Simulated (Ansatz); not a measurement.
**Al2Cu: a changed input and its effect**

System: Al2Cu (P4/mmm, 3 atoms in the cell).
Method of run 1: Kohn-Sham DFT of a periodic cell, PBE, Ansatz PAW, no spin polarisation (Ansatz 0.2.0).

The structure derives from a Materials Project entry. Text and figures count atoms from 1; the logs count them from 0 in places.

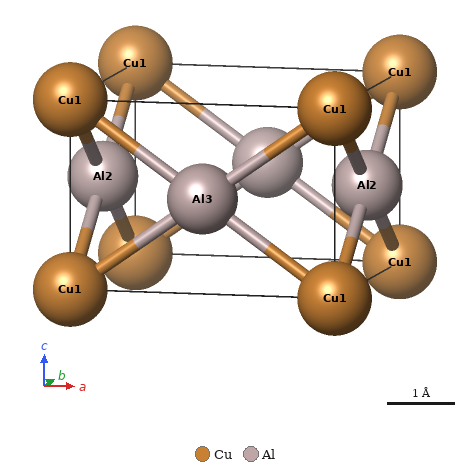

Fig. 1: The input geometry (ball-and-stick view of the cell of the calculation, seen slightly off an axis; atoms are numbered from 1 in the order of the input).

## Input file, run 1
```yaml
crystal:
  lattice:
    - [4.105182, 0.0, 0.0]
    - [0.0, 4.105182, 0.0]
    - [0.0, 0.0, 2.891313]
  atoms:
    - { symbol: Cu, position: [0.0, 0.0, 0.0] }
    - { symbol: Al, position: [0.0, 0.5, 0.5] }
    - { symbol: Al, position: [0.5, 0.0, 0.5] }
hamiltonian:
  xc: pbe
  pseudopotentials: { kind: paw }
kpoints:
  mp_grid: { grid: [7, 7, 9] }
scf:
  occupations: { method: fermi_dirac, width: 0.05 }
output:
  forces: true
  stress: true
  eigenvalues: true
```

Launched with:
```bash
ansatz run input.yaml --threads 2 --pin off --max-ram 5120MiB --backend cpu --events-out ev --progress --plain --runs-dir out
```

Hardware: 2 threads of Intel Xeon @ 2.50GHz (Skylake/Cascade Lake), 189 GiB of memory available, shared host.

## Output, shortened to warnings, some set-up lines, iterations and results (run 1)
```
Basis set: ecut = 420 eV, 945 PW (Γ), exchange–correlation on 60×60×40 points (8 copies of the dense FFT grid, shifted against one another)
Symmetry: 16 space group operations
k-points: 50 of 441
Initial density: superposition of atomic densities (neutral atoms: chi_scale 0, normalization atom), corrected by the library's trained network
[...]
SCF iter   1: F=—  HF=-7700.266977 eV  |F-HF|=—  |Δ(HF+E_count)|=         —  Δρ=5.19e-3  dr2=1.26e-2  ethr=1.77e-3  ⟨swp⟩=5.5  Hψ=4367  notcnv=0
SCF iter   2: F=—  HF=-7700.265433 eV  |F-HF|=—  |Δ(HF+E_count)|=   1.54e-3  Δρ=1.19e-3  dr2=1.71e-3  ethr=5.06e-5  ⟨swp⟩=2.5  Hψ=1580  notcnv=0
SCF iter   3: F=—  HF=-7700.265067 eV  |F-HF|=—  |Δ(HF+E_count)|=   3.66e-4  Δρ=1.03e-3  dr2=9.56e-4  ethr=6.84e-6  ⟨swp⟩=2.0  Hψ=1204  notcnv=0
SCF iter   4: F=—  HF=-7700.264902 eV  |F-HF|=—  |Δ(HF+E_count)|=   1.64e-4  Δρ=2.83e-4  dr2=5.49e-5  ethr=3.82e-6  ⟨swp⟩=2.1  Hψ=1091  notcnv=0
SCF iter   5: F=—  HF=-7700.265001 eV  |F-HF|=—  |Δ(HF+E_count)|=   9.82e-5  Δρ=8.64e-5  dr2=2.93e-6  ethr=2.19e-7  ⟨swp⟩=2.4  Hψ=1236  notcnv=0
SCF iter   6: F=—  HF=-7700.265004 eV  |F-HF|=—  |Δ(HF+E_count)|=   2.84e-6  Δρ=2.76e-5  dr2=6.34e-7  ethr=1.17e-8  ⟨swp⟩=2.0  Hψ=1177  notcnv=0
SCF iter   7: F=-7700.265004 eV  HF=-7700.265004 eV  |F-HF|=1.10e-8  |Δ(HF+E_count)|=   1.42e-7  Δρ=5.92e-6  dr2=2.63e-8  ethr=4.00e-10  ⟨swp⟩=3.2  Hψ=3248  notcnv=0
SCF 1 converged in 7 iterations: F = -7700.265004 eV  dr2 = 2.63e-8
SCF converged after 7 iterations
Free energy (F): -7700.265004 eV
Harris-Foulkes:  -7700.265004 eV  (|F-HF|=1.10e-8)
Internal energy: -7700.252959 eV  (E = F + TS)
E sigma→0 (E₀):  -7700.258981 eV
Entropy (-TS):   -0.012045 eV (-4.015 meV/atom)
Fermi energy:    9.353404 eV
--- Per-component energies (eV) ---
  E_band       = -497.668970
  E_kinetic    = 345.091997
  E_local      = -6177.797958  (includes V_loc(G=0)·N_el)
  E_nonlocal   = 404.763222
  E_hartree    = 2777.600151
  E_xc         = -169.424617
  E_vxc        = -174.077443  (∫ρ·V_xc dr)
  E_paw        = -2593.005796  (= ΣΔE_a)
  E_vpaw       = -450.847002  (= ΣTr[D̂ρ^β])
  E_aug_tail   = 0.000258  (compensation charges beyond the density's cutoff)
  E_ewald      = -2287.480215
  E_smearing   = -0.012045  (= −TS)
  E_closure    = 0.000000  (closes the sum)
  Σ components = -7700.265004   (vs F -7700.265004, Δ=0.00e0)
--- Forces (eV/Å), atoms counted from 1 ---
  atom   1  Cu     0.00000000     0.00000000     0.00000000
  atom   2  Al     0.00000000     0.00000000     0.00000000
  atom   3  Al    -0.00000000     0.00000000     0.00000000
  max |Σ_I F_I| component: 2.47e-32 eV/Å
--- Stress (GPa, compression-positive) ---
        0.853041       0.000000       0.000000
        0.000000       0.853041       0.000000
        0.000000       0.000000      -0.046979
  P = ⅓ Tr σ = 0.5530 GPa (5.530 kbar)
```

For run 2 the input was changed thus:
```diff
-    - [4.105182, 0.0, 0.0]
-    - [0.0, 4.105182, 0.0]
-    - [0.0, 0.0, 2.891313]
+    - [4.1323694281, 0.0, 0.0]
+    - [0.0, 4.1323694281, 0.0]
+    - [0.0, 0.0, 2.9104613262]
```

What does this change do to the results?

With the same functional and potentials, run 2 lies 0.7 meV per atom higher. The pressure goes from 0.55 to −1.17 GPa. The volume per atom goes from 16.24 to 16.57 Å³. The cell is scaled evenly with the atoms at fixed fractional positions, so −ΔP/Δ ln V estimates the bulk modulus midway between the two volumes: about 87 GPa. The number of SCF iterations is the same. The plane waves at Γ go from 945 to 961.

## Output, shortened to warnings, some set-up lines, iterations and results (run 2)
```
Basis set: ecut = 420 eV, 961 PW (Γ), exchange–correlation on 60×60×40 points (8 copies of the dense FFT grid, shifted against one another)
Symmetry: 16 space group operations
k-points: 50 of 441
Initial density: superposition of atomic densities (neutral atoms: chi_scale 0, normalization atom), corrected by the library's trained network
[...]
SCF iter   1: F=—  HF=-7700.264352 eV  |F-HF|=—  |Δ(HF+E_count)|=         —  Δρ=4.26e-3  dr2=8.99e-3  ethr=1.77e-3  ⟨swp⟩=5.5  Hψ=4382  notcnv=0
SCF iter   2: F=—  HF=-7700.263303 eV  |F-HF|=—  |Δ(HF+E_count)|=   1.05e-3  Δρ=1.10e-3  dr2=1.43e-3  ethr=3.60e-5  ⟨swp⟩=2.3  Hψ=1528  notcnv=0
SCF iter   3: F=—  HF=-7700.263030 eV  |F-HF|=—  |Δ(HF+E_count)|=   2.74e-4  Δρ=9.18e-4  dr2=7.44e-4  ethr=5.71e-6  ⟨swp⟩=2.0  Hψ=1210  notcnv=0
SCF iter   4: F=—  HF=-7700.262908 eV  |F-HF|=—  |Δ(HF+E_count)|=   1.22e-4  Δρ=2.60e-4  dr2=4.49e-5  ethr=2.97e-6  ⟨swp⟩=2.0  Hψ=1042  notcnv=0
SCF iter   5: F=—  HF=-7700.263008 eV  |F-HF|=—  |Δ(HF+E_count)|=   1.00e-4  Δρ=8.59e-5  dr2=2.53e-6  ethr=1.80e-7  ⟨swp⟩=2.3  Hψ=1241  notcnv=0
SCF iter   6: F=—  HF=-7700.263010 eV  |F-HF|=—  |Δ(HF+E_count)|=   2.32e-6  Δρ=2.58e-5  dr2=5.87e-7  ethr=1.01e-8  ⟨swp⟩=2.0  Hψ=1129  notcnv=0
SCF iter   7: F=-7700.263010 eV  HF=-7700.263011 eV  |F-HF|=1.32e-8  |Δ(HF+E_count)|=   1.44e-7  Δρ=6.17e-6  dr2=2.72e-8  ethr=4.00e-10  ⟨swp⟩=3.0  Hψ=3199  notcnv=0
SCF 1 converged in 7 iterations: F = -7700.263010 eV  dr2 = 2.72e-8
SCF converged after 7 iterations
Free energy (F): -7700.263010 eV
Harris-Foulkes:  -7700.263011 eV  (|F-HF|=1.32e-8)
Internal energy: -7700.250719 eV  (E = F + TS)
E sigma→0 (E₀):  -7700.256865 eV
Entropy (-TS):   -0.012292 eV (-4.097 meV/atom)
Fermi energy:    9.104587 eV
--- Per-component energies (eV) ---
  E_band       = -501.987849
  E_kinetic    = 344.278103
  E_local      = -6203.286673  (includes V_loc(G=0)·N_el)
  E_nonlocal   = 404.961595
  E_hartree    = 2788.445000
  E_xc         = -168.995381
  E_vxc        = -173.507685  (∫ρ·V_xc dr)
  E_paw        = -2593.223058  (= ΣΔE_a)
  E_vpaw       = -451.323649  (= ΣTr[D̂ρ^β])
  E_aug_tail   = 0.000262  (compensation charges beyond the density's cutoff)
  E_ewald      = -2272.430568
  E_smearing   = -0.012292  (= −TS)
  E_closure    = 0.000000  (closes the sum)
  Σ components = -7700.263010   (vs F -7700.263010, Δ=0.00e0)
--- Forces (eV/Å), atoms counted from 1 ---
  atom   1  Cu     0.00000000     0.00000000     0.00000000
  atom   2  Al     0.00000000     0.00000000     0.00000000
  atom   3  Al     0.00000000     0.00000000     0.00000000
  max |Σ_I F_I| component: 3.65e-30 eV/Å
--- Stress (GPa, compression-positive) ---
       -0.864399       0.000000       0.000000
        0.000000      -0.864399       0.000000
        0.000000       0.000000      -1.790224
  P = ⅓ Tr σ = -1.1730 GPa (-11.730 kbar)
```

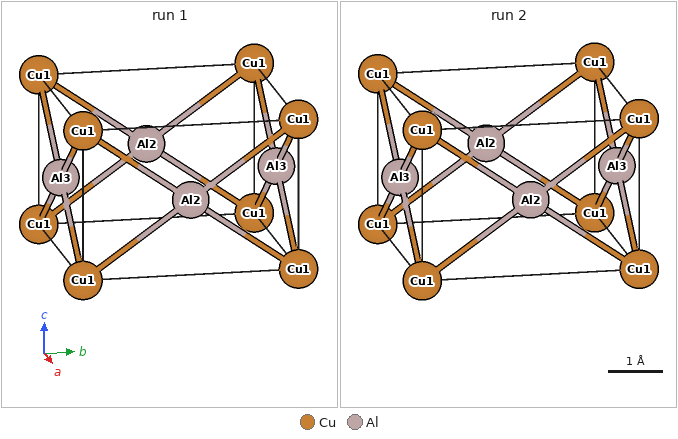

Fig. 2: The two input geometries at one scale (ball-and-stick view of the cell of the calculation, seen slightly off an axis). The atoms keep their places relative to the cell (all moves are under 0.005 Å). The drawn cell changes as follows: a = b 4.105 → 4.132 Å (+0.7 %), c 2.891 → 2.910 Å (+0.7 %); the volume changes by +2.0 %. Among the contacts that change: Cu1–Al2 2.511 → 2.527 Å.

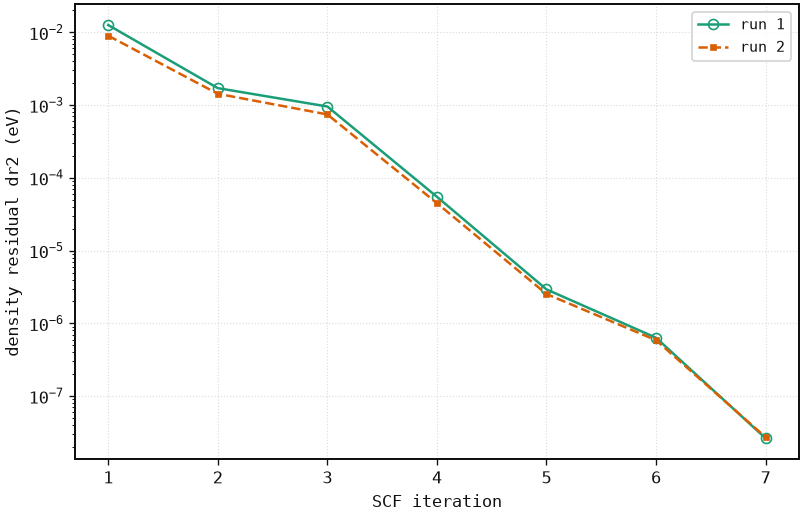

Fig. 3: Convergence of the two runs: density residual dr2 against the SCF iteration. Run 1 takes 7 iterations in all, and run 2 takes 7.

## The two runs side by side

| quantity | run 1 | run 2 |
| --- | --- | --- |
| outcome | converged | converged |
| free energy per atom (eV) | −2566.7550 | −2566.7543 |
| energy per atom, smearing taken to zero (eV) | −2566.7530 | −2566.7523 |
| gap on the mesh (eV) | 0.00 | 0.00 |
| pressure (GPa) | 0.55 | −1.17 |
| volume per atom (Å³) | 16.24 | 16.57 |
| largest force (eV/Å) | 0.000 | 0.000 |
| SCF iterations | 7 | 7 |
| irreducible k-points | 50 | 50 |
| plane waves at Γ | 945 | 961 |
| wall time (shared host) | 2.5 s | 2.4 s |
